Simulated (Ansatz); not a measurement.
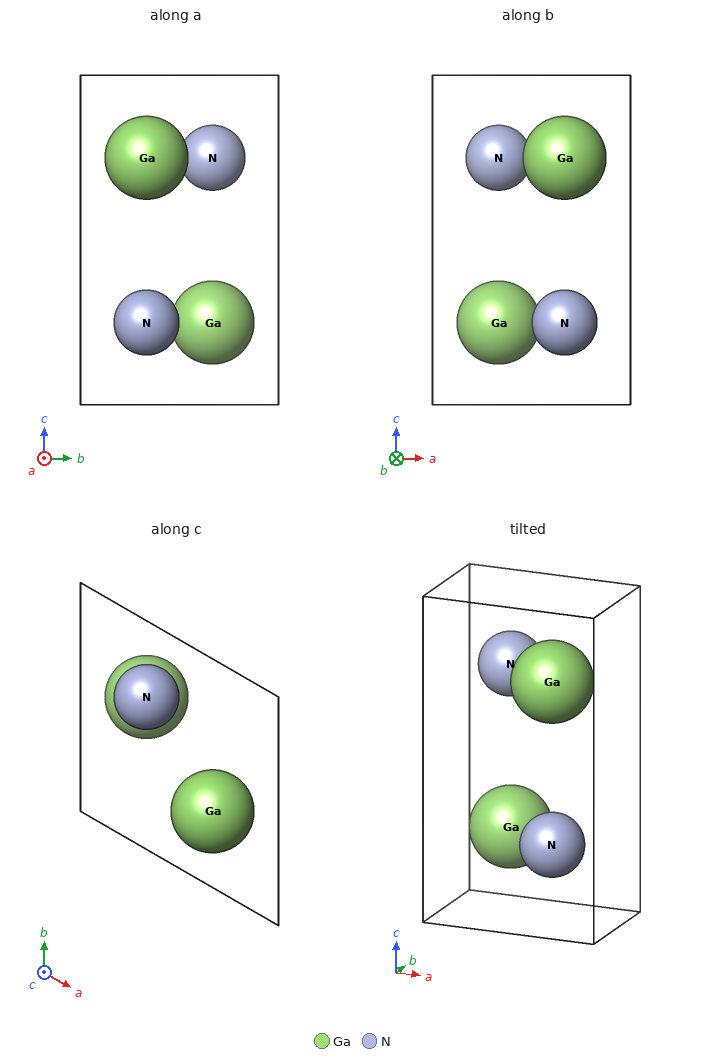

We look at a spheres-only model of the crystal along the a axis, along the b axis, along the c axis and slightly off an axis. The parallelepiped is the conventional unit cell.

Lattice parameters: a = 3.3000 Å, b = 3.3000 Å, c = 4.7559 Å, α = 90.000°, β = 90.000°, γ = 120.000°.

Q: Give the structure in the form of a CIF in P1 with every atom of the cell.

A:
```cif
data_structure
_symmetry_space_group_name_H-M 'P 1'
_symmetry_Int_Tables_number 1
_cell_length_a 3.3000
_cell_length_b 3.3000
_cell_length_c 4.7559
_cell_angle_alpha 90.000
_cell_angle_beta 90.000
_cell_angle_gamma 120.000
_cell_volume 44.85
loop_
_atom_site_label
_atom_site_type_symbol
_atom_site_fract_x
_atom_site_fract_y
_atom_site_fract_z
_atom_site_occupancy
Ga1 Ga 0.3333 0.6667 0.2500 1
Ga2 Ga 0.6667 0.3333 0.7500 1
N1 N 0.6667 0.3333 0.2500 1
N2 N 0.3333 0.6667 0.7500 1
```

The structure comes from a structure type filled with these elements by a generator (whether the compound takes this form wasn't checked). Earlier steps of the study may have refined or changed the cell and positions. A calculation with Ansatz used it as input.
